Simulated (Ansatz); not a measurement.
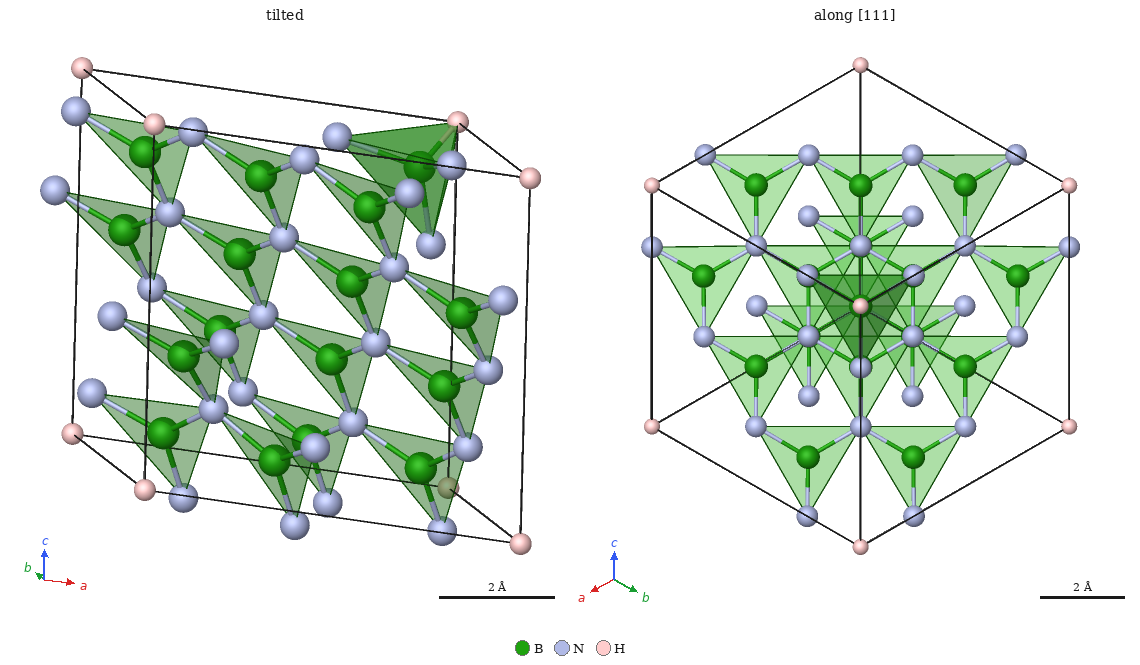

Polyhedral representation of a periodic structure, projected slightly off an axis and along [111]. The edges of the simulation cell are marked. Some neighbours outside the box are added. Cell: a = 6.660 Å, b = 6.660 Å, c = 6.660 Å, α = 97.63°, β = 97.63°, γ = 97.63°.

- Formula: B₁₆HN₁₆.
- One cell contains 16 B, 1 H, 16 N, 33 atoms in all.
- N bonds to three B in a distorted trigonal planar arrangement at about 1.4 to 1.5 Å. Around each H lies one B at about 1.2 Å.
- The bonds build B16HN16 layers parallel to (111).

It goes back to a structure listed in the Materials Project, repeated into a supercell with a point defect put in. The atoms were relaxed in a fixed cell with DFT PBE+D3(BJ), scalar-relativistic, plane waves, PAW (Ansatz).
